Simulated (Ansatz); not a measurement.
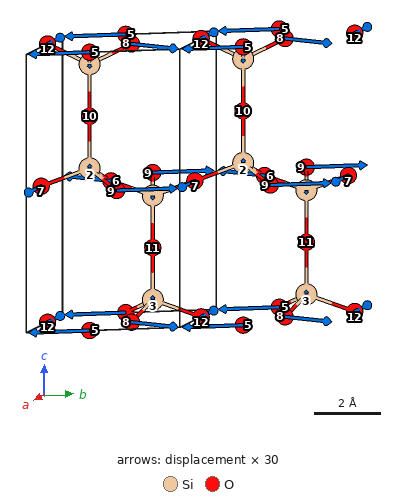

A relaxation of crystalline SiO₂ (set up in P6_322). The starting structure is drawn; blue arrows show the displacements (the part carried along by the change of the cell is left out), magnified 30 times.

A ball-and-stick model of the cell of the calculation, repeated 1 × 2 × 1 with one cell outlined, seen slightly off an axis.

Case: biaxial strain in the a-b plane of -1.5 %; c and atoms relaxed.

Computed with DFT LDA, scalar-relativistic, plane waves, PAW in Ansatz 0.2.0.

Input file:
```yaml
crystal:
  lattice:
    - [4.9397798722, 0.0, 0.0]
    - [-2.4698899361, 4.2779748585, 0.0]
    - [0.0, 0.0, 8.6162954385]
  atoms:
    - { symbol: Si, position: [0.6666666667, 0.3333333333, 0.9370470931] }
    - { symbol: Si, position: [0.6666666667, 0.3333333333, 0.5629529069] }
    - { symbol: Si, position: [0.3333333333, 0.6666666667, 0.0629529069] }
    - { symbol: Si, position: [0.3333333333, 0.6666666667, 0.4370470931] }
    - { symbol: O, position: [0.0, 0.4120635575, 0.0] }
    - { symbol: O, position: [0.4120635575, 0.4120635575, 0.5] }
    - { symbol: O, position: [0.5879364425, 0.0, 0.5] }
    - { symbol: O, position: [0.5879364425, 0.5879364425, 0.0] }
    - { symbol: O, position: [0.0, 0.5879364425, 0.5] }
    - { symbol: O, position: [0.6666666667, 0.3333333333, 0.75] }
    - { symbol: O, position: [0.3333333333, 0.6666666667, 0.25] }
    - { symbol: O, position: [0.4120635575, 0.0, 0.0] }
basis:
  ecutwfc: 420
kpoints:
  mp_grid: { grid: [6, 6, 4] }
hamiltonian:
  xc: lda
scf:
  occupations: { method: gaussian, width: 0.02 }
output:
  forces: true
  stress: true
  eigenvalues: true
relax:
  adjacent_minimum: "off"
  f_tol: 0.008
  max_steps: 40
  cell: { stress_tol: 0.015, fix: [a, b, gamma] }
```

Command:
```bash
ansatz run input.yaml --threads 2 --pin off --max-ram 5120MiB --backend cpu --events-out ev --progress --plain --runs-dir out
```

> What happened in the run?

After 6 accepted moves (8 points after the start) the energy has fallen by 8.6 meV per atom. Largest force component: 1 eV/Å at the start, 0.00013 eV/Å at the end. The pressure goes from 3.59 to 0.50 GPa. At 2 points the geometry stayed and the basis and grid were re-selected for the new cell (energy shift of 0.3 meV per atom at most each time). The largest moves relative to the cell, 0.066 Å, are those of O5, O6, O7, O8, O9 and O12. O5 goes along −b. Largest moves by element: O 0.066 Å, Si 0.005 Å. Cell: a = b unchanged at 4.940 Å, c 8.616 → 8.565 Å (−0.6 %). Volume −0.6 %. Some distances before and after: Si1–O12 1.586 → 1.606 Å, Si1–O10 1.612 → 1.597 Å. Bond angles that change, for instance: Si2–O9–Si4 148.2° → 143.7°. The space group stays P6_322 (No. 182). The run took 41 s on 2 threads of Oxide Virtual Turin-like Processor (Zen 5) (shared host), peak memory 0.49 GiB.
